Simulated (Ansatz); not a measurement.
SiC62 (cell charge +1, with a compensating background) (cell with a defect), 63 atoms, a = 7.14 Å, b = 7.14 Å, c = 7.14 Å, α = 90.00°, β = 90.00°, γ = 90.00°.

PAW files of the earlier set (soft_1); spin-polarised.

All numbers below come from DFT PBE-D3(BJ), scalar-relativistic, plane waves, PAW (Ansatz).

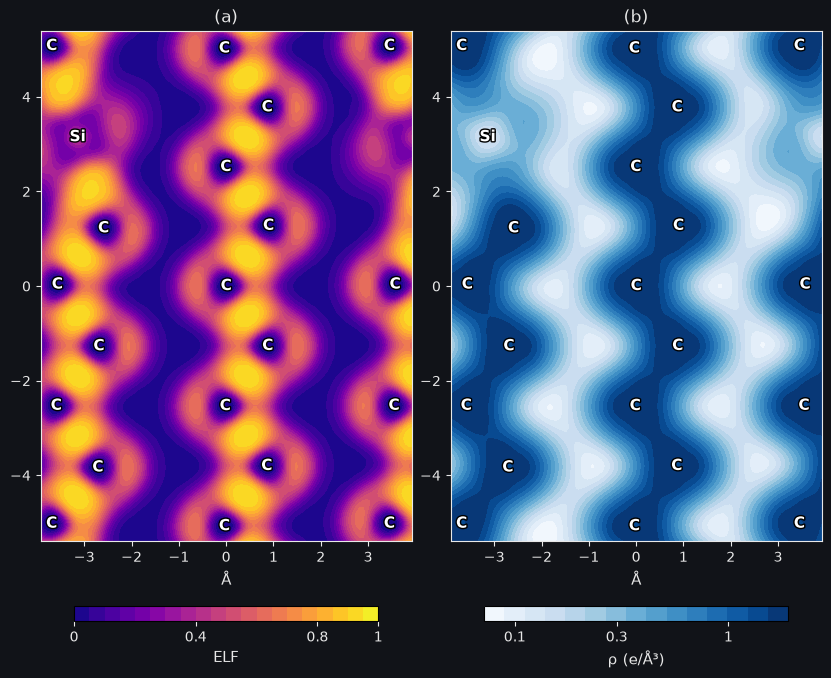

SiC62 (cell charge +1, with a compensating background) (cell with a defect). (a) ELF; (b) valence electron density on the (101̄) plane of the calculation cell.

In a PAW calculation such maps are meaningful between the atoms, not at the nuclei.

Describe what can be read from this map.

The section cuts through C and Si sites. C–C (1.54 Å): ρ is about 1.6 e/Å³ halfway; the ELF peaks at about 0.95 between the atoms (a shared electron pair). Si–C (2.00 Å): ρ at the midpoint is about 0.72 e/Å³; the ELF peaks at about 0.90 between the atoms. C–C (1.56 Å): the density is about 1.6 e/Å³ at the midpoint; the ELF peaks at about 0.95 between the atoms: localised, covalent bonding. Between the atoms the lowest density in this plane is 0.07 e/Å³.
